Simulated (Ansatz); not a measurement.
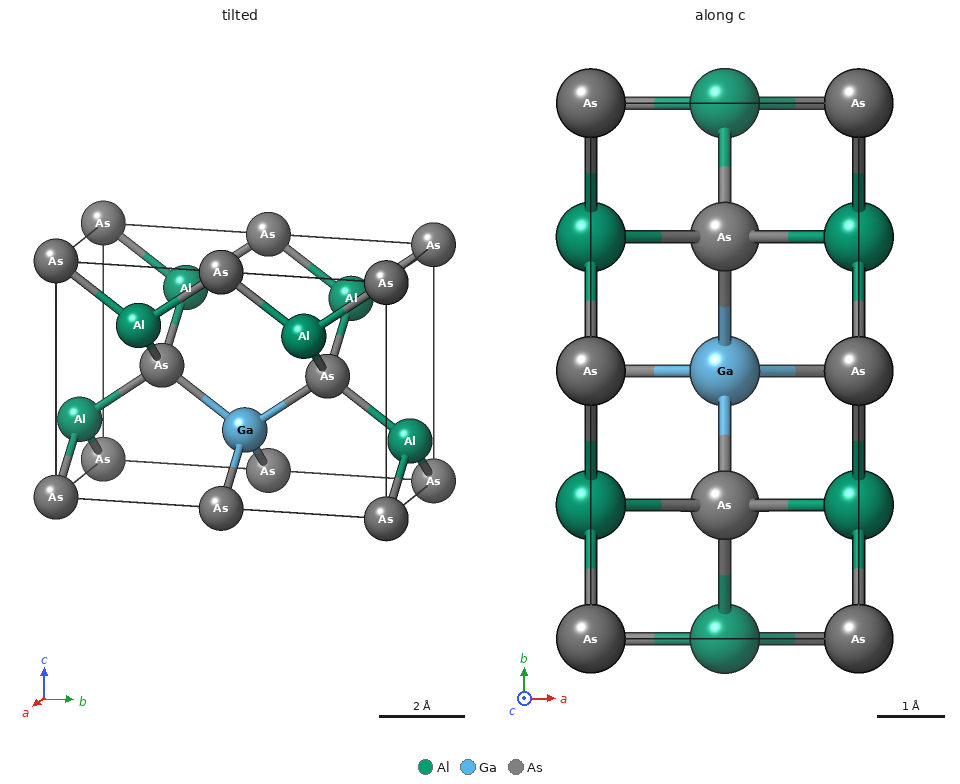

Figure: ball-and-stick view slightly off an axis and along the c axis. The lines enclose the conventional unit cell; boundary atoms appear with their images.

Al₃GaAs₄, space group Pmm2 (No. 25), a = 4.06 Å, b = 8.11 Å, c = 5.73 Å, α = 90.00°, β = 90.00°, γ = 90.00°.

The calculation used DFT PBE, scalar-relativistic, plane waves, PAW (Ansatz 0.2.0), with a cutoff energy of 420 eV, the zone sampled with 8×4×6 points, Gaussian smearing of 0.02 eV, no spin polarisation.

### Is the electronic structure metallic or gapped?

A semiconductor at this level, with a gap of 1.30 eV on the k-mesh (the true edges may lie between mesh points, so the gap can be somewhat smaller).

The cell started as a structure type filled with these elements by a generator (whether the compound takes this form wasn't checked). It is drawn as it came out of a relaxation with Ansatz 0.2.0, DFT PBE, scalar-relativistic, plane waves, PAW.
